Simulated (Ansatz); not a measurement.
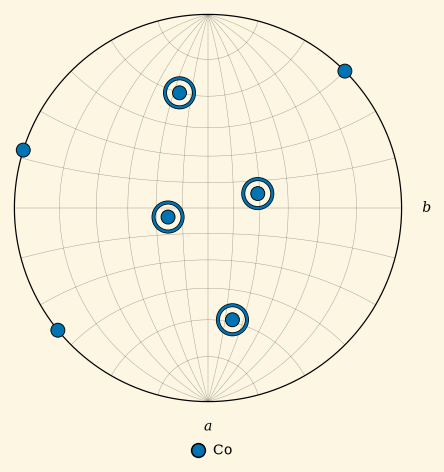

For Co, the end point of a relaxation with Ansatz, DFT PBE, scalar-relativistic, plane waves, PAW: directions from one cobalt atom at (0.450, 0.255, 1/2) to its bonded neighbours, in stereographic projection down c (filled: above the plane of the page or in it, open: below). All values are computed from the atomic coordinates in the standard setting (tolerance 0.002 Å).

Neighbours are counted up to 2.81 Å for Co.

```
Co
1.0
     8.36830    0.00000    0.00000
     0.00000    8.36830    0.00000
     0.00000    0.00000    4.54901
Co
28
Direct
  0.09407 0.90593 0.50000
  0.90593 0.09407 0.50000
  0.40593 0.40593 0.00000
  0.59407 0.59407 0.00000
  0.36199 0.97611 0.50000
  0.63801 0.02389 0.50000
  0.13801 0.47611 0.00000
  0.86199 0.52389 0.00000
  0.97611 0.36199 0.50000
  0.02389 0.63801 0.50000
  0.47611 0.13801 0.00000
  0.52389 0.86199 0.00000
  0.44954 0.25543 0.50000
  0.55046 0.74457 0.50000
  0.05046 0.75543 0.00000
  0.94954 0.24457 0.00000
  0.25543 0.44954 0.50000
  0.74457 0.55046 0.50000
  0.75543 0.05046 0.00000
  0.24457 0.94954 0.00000
  0.30836 0.69164 0.24896
  0.69164 0.30836 0.24896
  0.19164 0.19164 0.74896
  0.80836 0.80836 0.74896
  0.69164 0.30836 0.75104
  0.30836 0.69164 0.75104
  0.80836 0.80836 0.25104
  0.19164 0.19164 0.25104
```

How many neighbours are there, and at what angles?

Answer. 11: 1 Co at 2.30 Å, 2 Co at 2.37 Å, 1 Co at 2.45 Å, 2 Co at 2.49 Å, 3 Co at 2.50 Å, 2 Co at 2.63 Å. Angles between bonds: 54° (3×), 57° (1×), 58° (1×), 62° (2×), 63° (2×), 64° (4×), 65° (2×), 66° (2×), 67° (4×), 69° (2×), 70° (2×), 110° (2×), 112° (4×), 114° (2×), and larger ones.

What is the site's symmetry in the crystal?

Answer. Point group m (Cs), order 2: one mirror plane. In P4₂/mnm (No. 136) this is Wyckoff position 8i.
